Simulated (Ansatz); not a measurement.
Input file:

```
crystal:
  lattice:
    - [4.1565024026, 0.0, 0.0]
    - [0.0, 10.181310001, 0.0]
    - [0.0, 0.0, 25.7989100146]
  atoms:
    - { symbol: In, position: [0.5, 0.6666666667, 0.2907099562] }
    - { symbol: P, position: [0.5, 0.4166666667, 0.2907099562] }
    - { symbol: In, position: [0.0, 0.3333333333, 0.3372188548] }
    - { symbol: P, position: [0.0, 0.0833333333, 0.3372188548] }
    - { symbol: In, position: [0.5, 0.0, 0.3837277534] }
    - { symbol: P, position: [0.5, 0.75, 0.3837277534] }
    - { symbol: In, position: [0.0, 0.6666666667, 0.4302366521] }
    - { symbol: P, position: [0.0, 0.4166666667, 0.4302366521] }
    - { symbol: In, position: [0.5, 0.3333333333, 0.4767455507] }
    - { symbol: P, position: [0.5, 0.0833333333, 0.4767455507] }
    - { symbol: In, position: [0.0, 0.0, 0.5232544493] }
    - { symbol: P, position: [0.0, 0.75, 0.5232544493] }
    - { symbol: In, position: [0.5, 0.6666666667, 0.5697633479] }
    - { symbol: P, position: [0.5, 0.4166666667, 0.5697633479] }
    - { symbol: In, position: [0.0, 0.3333333333, 0.6162722466] }
    - { symbol: P, position: [0.0, 0.0833333333, 0.6162722466] }
    - { symbol: In, position: [0.5, 0.0, 0.6627811452] }
    - { symbol: P, position: [0.5, 0.75, 0.6627811452] }
    - { symbol: In, position: [0.0, 0.6666666667, 0.7092900438] }
    - { symbol: P, position: [0.0, 0.4166666667, 0.7092900438] }
basis:
  ecutwfc: 420
kpoints:
  mp_grid: { grid: [8, 4, 1] }
hamiltonian:
  xc: pbesol
scf:
  occupations: { method: gaussian, width: 0.05 }
output:
  forces: true
  stress: true
  eigenvalues: true
  write_density: true
  write_potential: true
  elf: true
  volumetric_format: npy
efield:
  axis: 3
  dipole_correction: true
  ramp_width: 0.04
```

Run with:

```sh
ansatz run input.yaml --threads 2 --pin off --max-ram 5120MiB --backend cpu --events-out ev --progress --plain --runs-dir out
```

Not relaxed (largest force 1.6 eV/Å).

These are results of Ansatz 0.2.0, DFT PBEsol, scalar-relativistic, plane waves, PAW, not measurements.

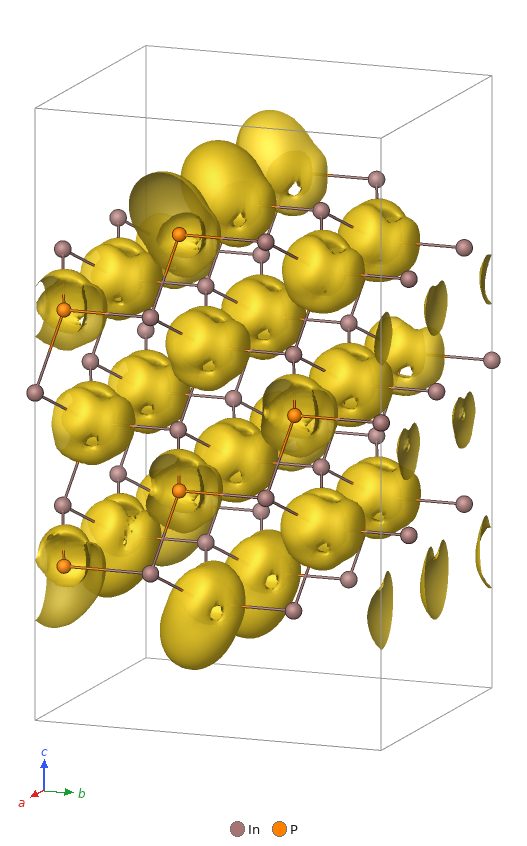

InP (slab). Isosurface of the ELF at 0.75 (yellow), seen slightly off an axis. Only the valence region is drawn (cores and ρ < 0.01 e/Å³ removed). Sticks mark near contacts.

> Identify the bonds, lone pairs and shells in this picture.

At this value the surface marks out ten regions wrapped around P (the valence shell of each), counted in one cell of 20 atoms. Counts are for one cell; the picture repeats the cell along the surface. Profiles from the grid: In–P (2.55 Å): the ELF peaks at about 0.90 in the valence shell of P, 0.8 Å from its nucleus, and is about 0.50 at the midpoint.

> Does the calculation give a band gap?

It is gapless in this calculation (a metal or semimetal).
